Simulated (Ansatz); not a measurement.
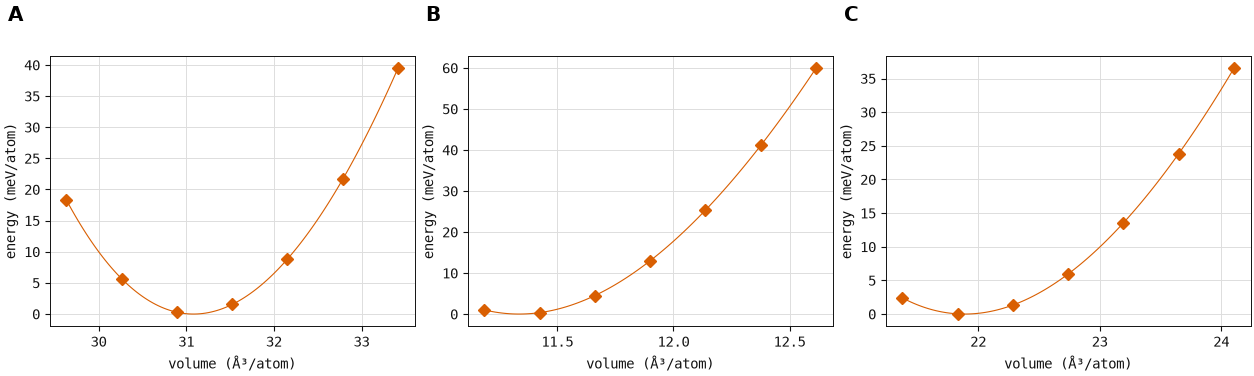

Each panel shows the energy against volume for one of these solids: C, P-3m1 (No. 164); MgS, F-43m (No. 216); ZnO, P6_3mc (No. 186).

Method: all-electron LAPW DFT, no spin polarisation; energies at scaled volumes of the given cell, shape and fractions fixed, counted from the fit's minimum, third-order Birch-Murnaghan fit (Ansatz 0.2.0). Level: LDA.

### Match the panels to the solids.

A is C (energy from 0.30 meV/atom to 39.44 meV/atom, V0 31.08 Å³/atom, B0 80.7 GPa); B is ZnO (energy from 0.35 meV/atom to 59.91 meV/atom, V0 11.34 Å³/atom, B0 162 GPa); C is MgS (energy from 0.03 meV/atom to 36.52 meV/atom, V0 21.89 Å³/atom, B0 61.5 GPa).

For C, limits of the calculation: shape and atomic fractions are frozen while scaling, which makes layered, chain and framework solids too stiff.

For ZnO, limits of the calculation: shape and atomic fractions are frozen while scaling, which makes layered, chain and framework solids too stiff.
